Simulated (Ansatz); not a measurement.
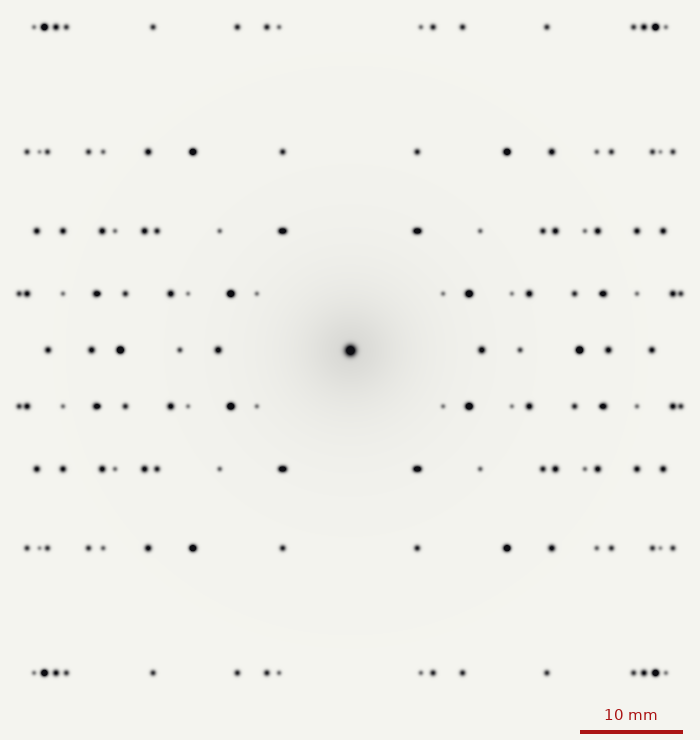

Simulated X-ray rotation photograph: Fe Kα radiation (λ = 1.9373 Å), cylindrical film of radius 30.0 mm unrolled, rotation axis vertical and normal to the beam, kinematic intensities without Lorentz or polarisation factors, the film spanning ±63° about the beam; spots down to d = 1.70 Å.

**Measure the layer lines and find the identity period along the axis.**

The first layer line lies 5.6 mm from the equator, so tan ν = 0.185, sin ν = 0.182 and the period is λ/sin ν = 10.65 Å. Further lines follow at 11.7, 19.5, 31.8 mm.

The crystal is Cs, space group P6/mmm (No. 191), a = 9.127 Å, c = 5.486 Å (hexagonal axes). Structure: coordinates from a relaxation with DFT, RPBE, plane waves (420 eV) with PAW, scalar-relativistic (Ansatz 0.2.0); the starting structure was generated, so it need not be a known form of this composition.

**About which axis was it rotated?**

About [101] (or an equivalent direction), whose length in the conventional cell is 10.648 Å.
